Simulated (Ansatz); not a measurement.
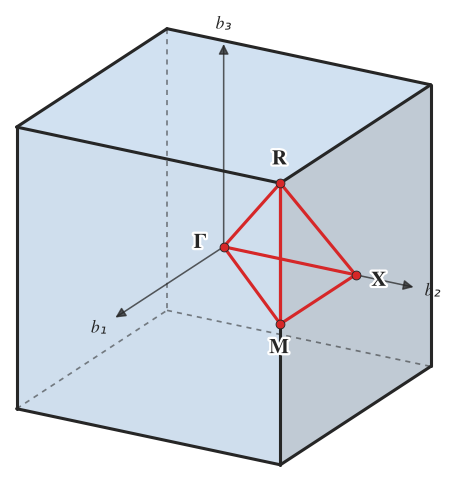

The first Brillouin zone and its special points. Crystal: Si, coordinates from a relaxation with DFT, r2SCAN, plane waves (500 eV) with PAW, scalar-relativistic (Ansatz); the starting structure was generated, so it need not be a known form of this composition. Symmetry computed with spglib at a tolerance of 0.002 Å; standard conventional cell.

Space group Pm-3n, No. 223; a = 4.844 Å, b = 4.844 Å, c = 4.844 Å, α = 90.00°, β = 90.00°, γ = 90.00°.

Labels and path follow the convention of Hinuma et al. (2017), as computed by seekpath; the arrows show the directions of the reciprocal primitive vectors b₁, b₂, b₃, in which coordinates are given; lengths include the factor 2π.

List the special points with their coordinates and distances from Γ.

Answer.
```
point   k₁   k₂   k₃  length of k (1/Å)
    Γ    0    0    0              0.000
    R  1/2  1/2  1/2              1.123
    M  1/2  1/2    0              0.917
    X    0  1/2    0              0.649
```

What is the zone's volume?

Answer. (2π)³ over the primitive cell's volume of 113.64 Å³: 2.18 Å⁻³.
